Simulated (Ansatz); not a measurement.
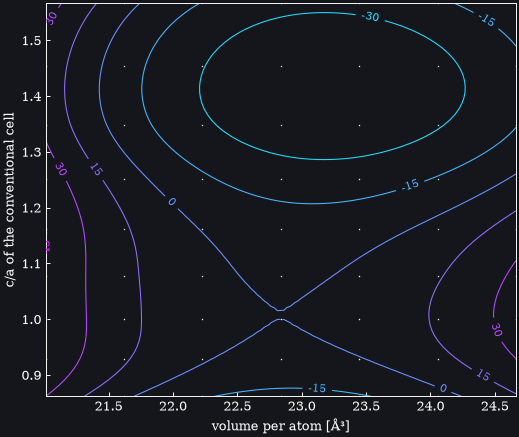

Energy landscape of Zr (Im-3m, No. 229; 1 atom in the cell). The energy is mapped over volume and the cell's shape. First axis: volume per atom. Second axis: c/a of the conventional cell. Nothing is relaxed (symmetry fixes all fractional coordinates). Grid: 7 × 9 points. Points are written as (first, second). All energies are given in meV/atom relative to the relaxed crystal. Computed with DFT PBE, scalar-relativistic, plane waves, PAW (Ansatz). Settings: cutoff 420 eV, k-mesh 20×20×20, gaussian smearing 0.15 eV, no spin polarisation.

In the figure: contour lines labelled in meV/atom, dots at the grid points. Between grid points the surface is interpolated. 

Where are the wells?

Answer. The lowest grid point is at (23.45 Å³, 1.453), −41 meV/atom from the relaxed crystal. The bottom of the well lies between grid points, at about (23.20 Å³, 1.413), about 1.9 meV/atom lower on the interpolated surface. The reference structure, at (22.84 Å³, 1.000) [bcc], is a saddle of this map. The energy also falls towards the edge at (22.84 Å³, 0.861) (22 meV/atom above the lowest), where a further well may lie outside the range. No other kind of well shows on this grid. The highest grid point, (21.01 Å³, 1.161), lies 86 meV/atom above the lowest. Round the minimum the two coordinates are nearly uncoupled. The reference (Im-3m) is not the lowest structure on this map: the low region lies near c/a = 1.41, the fcc structure.

The whole map (63 points run) took 6.7 min on 1 thread of Arm Neoverse V2 (shared host).
